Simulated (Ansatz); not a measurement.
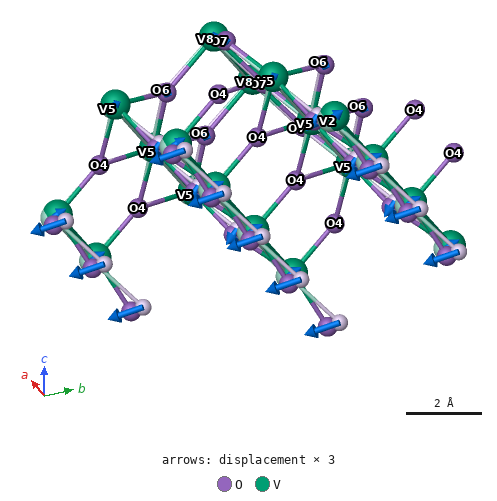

A relaxation of a slab of composition VO$_{2}$ (cut from the P4_2/mnm phase). The starting structure is drawn faded, the final one solid; blue arrows show the displacements, magnified 3 times.

A ball-and-stick model of the atoms within 5.8 Å of the atom that moves most (axes of the 2 × 2 repeat of the cell, outlined in the plane, without the vacuum (origin shifted)), seen from a free direction.

Case: (1 0 0) slab, atoms relaxed. The slab is the (1 0 0) face of VO2.

Theory: Ansatz 0.2.0, DFT PBEsol, scalar-relativistic, plane waves, PAW. Settings: plane-wave cutoff 420 eV; k-point mesh 12 × 8 × 1; occupations gaussian; smearing width 0.1 eV; collinear spin; dipole correction; atoms relaxed in a fixed cell; force threshold 0.02 eV/Å; at most 60 steps.

Atoms of which element are displaced furthest, and by how much?

Oxygen: up to 0.35 Å, against 0.14 Å for vanadium.

What did the optimiser do to the structure, and how much energy did it gain?

The largest moves relative to the layer's centre, 0.35 Å, are those of O atoms. Largest moves by element: O 0.35 Å, V 0.14 Å. The cell doesn't change. Near-neighbour distances that change, for instance: O–V 1.918 → 1.738 Å, O–V 1.904 → 1.800 Å, O–V 1.904 → 1.986 Å, O–V 1.918 → 1.965 Å. Bond angles that change, for instance: V–O–V 94.7° → 102.2°, V–O–V 94.7° → 89.8°, V–O–V 94.7° → 92.2°. After 4 accepted moves (6 points after the start) the energy has fallen by 1.614 eV per cell of the calculation. Largest force component: 4.1 eV/Å at the start, 0.014 eV/Å at the end. The line search rejected the trial step at point 3 of the run. 1 step only repeated the SCF at the same geometry. The run took 18 min on 2 threads of Intel(R) Xeon(R) Platinum 8259CL CPU @ 2.50GHz (Skylake/Cascade Lake), with other jobs on the host, peak memory 2 GiB.
